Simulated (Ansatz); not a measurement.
Input of the run:

```yaml
crystal:
  lattice:
    - [5.93, 0.0, 0.0]
    - [0.0, 5.93, 0.0]
    - [0.0, 0.0, 6.98]
  atoms:
    - { symbol: Ge, position: [0.375, 0.1667, 0.75] }
    - { symbol: Ge, position: [0.3333, 0.875, 0.5] }
    - { symbol: Ge, position: [0.625, 0.8333, 0.25] }
    - { symbol: Ge, position: [0.6667, 0.125, 0.0] }
    - { symbol: Ge, position: [0.875, 0.3333, 0.5] }
    - { symbol: Ge, position: [0.8333, 0.625, 0.75] }
    - { symbol: Ge, position: [0.125, 0.6667, 0.0] }
    - { symbol: Ge, position: [0.1667, 0.375, 0.25] }
    - { symbol: Ge, position: [0.575, 0.425, 0.25] }
    - { symbol: Ge, position: [0.925, 0.925, 0.5] }
    - { symbol: Ge, position: [0.425, 0.575, 0.75] }
    - { symbol: Ge, position: [0.075, 0.075, 0.0] }
hamiltonian:
  xc: pbesol
  pseudopotentials: { kind: paw }
kpoints:
  mp_grid: { grid: [5, 5, 4] }
  band_path:
    path:
      - [[0.0, 0.0, 0.0], [0.0, 0.5, 0.0], [0.5, 0.5, 0.0], [0.0, 0.0, 0.0], [0.0, 0.0, 0.5], [0.0, 0.5, 0.5], [0.5, 0.5, 0.5], [0.0, 0.0, 0.5]]
      - [[0.0, 0.5, 0.0], [0.0, 0.5, 0.5]]
      - [[0.5, 0.5, 0.0], [0.5, 0.5, 0.5]]
    npoints: 10
scf:
  occupations: { method: fermi_dirac, width: 0.05 }
  n_extra_bands: 30
output:
  forces: true
  stress: true
  eigenvalues: true
  fatbands: true
  write_density: true
  write_potential: true
  elf: true
  volumetric_format: npy
```

System: Ge, space group P4_32_12, 12 atoms in the cell.

Ansatz; PBEsol, Ansatz PAW, no spin polarisation, no spin-orbit coupling, 5×5×4 k mesh, 420 eV cutoff.

What does the calculation give for the electronic structure? The path is Γ–X–M–Γ–Z–R–A–Z|X–R|M–A.

The material is gapped. The gap along this path is 0.41 eV and direct: both edges lie between M and Γ. At M the top valence band lies only 0.04 eV lower. The top valence band spans 1.1 eV and the lowest conduction band 1.5 eV. The direct gaps are 1.43 eV at X, 2.27 eV at A and 1.18 eV at M.

Spin-orbit coupling is left out, which matters for Ge. The PAW data sets were made with another functional. LDA, GGA and most meta-GGA functionals understate gaps. This isn't the form of Ge at room conditions, which is diamond.

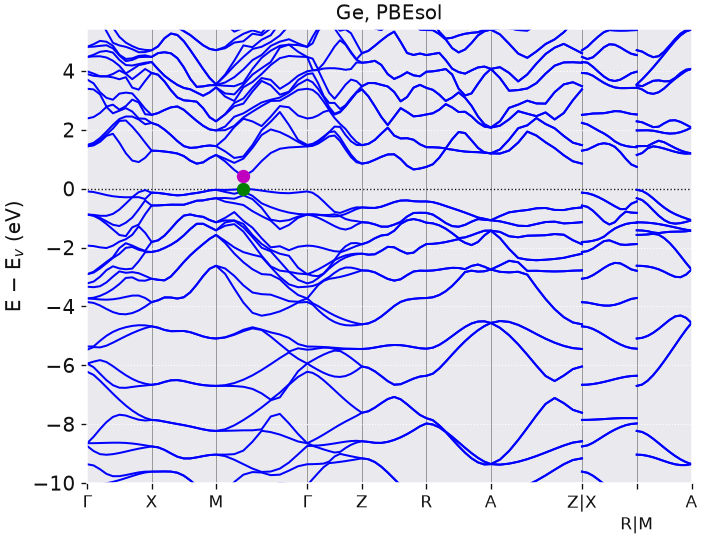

Band structure. Energies are counted from the top of the valence band.
